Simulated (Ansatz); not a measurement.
Ti (slab)

Input

```
crystal:
  lattice:
    - [2.9004352002, 0.0, 0.0]
    - [0.0, 6.8054953042, 0.0]
    - [0.0, 0.0, 25.7318055608]
  atoms:
    - { symbol: Ti, position: [0.5, 0.9770475762, 0.2914680815] }
    - { symbol: Ti, position: [0.5, 0.5678666067, 0.3134188098] }
    - { symbol: Ti, position: [0.0, 0.2495046676, 0.3573202663] }
    - { symbol: Ti, position: [0.0, 0.8403236981, 0.3792709945] }
    - { symbol: Ti, position: [0.5, 0.521961759, 0.4231724511] }
    - { symbol: Ti, position: [0.5, 0.1127807895, 0.4451231793] }
    - { symbol: Ti, position: [0.0, 0.7944188504, 0.4890246359] }
    - { symbol: Ti, position: [0.0, 0.3852378809, 0.5109753641] }
    - { symbol: Ti, position: [0.5, 0.0668759419, 0.5548768207] }
    - { symbol: Ti, position: [0.5, 0.6576949723, 0.5768275489] }
    - { symbol: Ti, position: [0.0, 0.3393330333, 0.6207290055] }
    - { symbol: Ti, position: [0.0, 0.9301520638, 0.6426797337] }
    - { symbol: Ti, position: [0.5, 0.6117901247, 0.6865811902] }
    - { symbol: Ti, position: [0.5, 0.2026091552, 0.7085319185] }
basis:
  ecutwfc: 420
kpoints:
  mp_grid: { grid: [12, 5, 1] }
hamiltonian:
  xc: pbesol
scf:
  occupations: { method: gaussian, width: 0.1 }
output:
  forces: true
  eigenvalues: true
  write_density: true
  write_potential: true
  elf: true
  volumetric_format: npy
relax:
  adjacent_minimum: "off"
  f_tol: 0.02
  max_steps: 60
efield:
  axis: 3
  dipole_correction: true
  ramp_width: 0.04
```

Launched as:

```sh
ansatz run input.yaml --threads 2 --pin off --max-ram 5120MiB --backend cpu --events-out ev --progress --plain --runs-dir out
```

The fields are those of the run's last geometry, not of the input's.

Computed without spin polarisation.

Method: Ansatz, DFT PBEsol, scalar-relativistic, plane waves, PAW.

Predict the valence pseudo-density and electron localisation function between the atoms.

Ti–Ti (2.85 Å): ρ is about 0.23 e/Å³ halfway; the ELF is about 0.30 at the midpoint; no localised pair shows between them.

Does the calculation make it a metal, or give it a gap?

It is gapless in this calculation (a metal or semimetal).

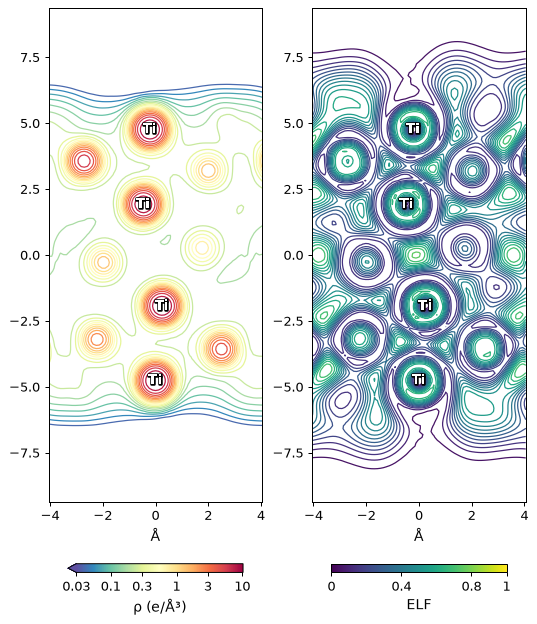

Computed valence pseudo-density and electron localisation function on the (110) plane of the calculation cell, a cut from vacuum to vacuum, in this order. Atoms just off the plane (Ti, 0.4 Å away) can leave unmarked features too.

The density is the valence pseudo-density of a PAW calculation; it isn't the true density close to the nuclei.
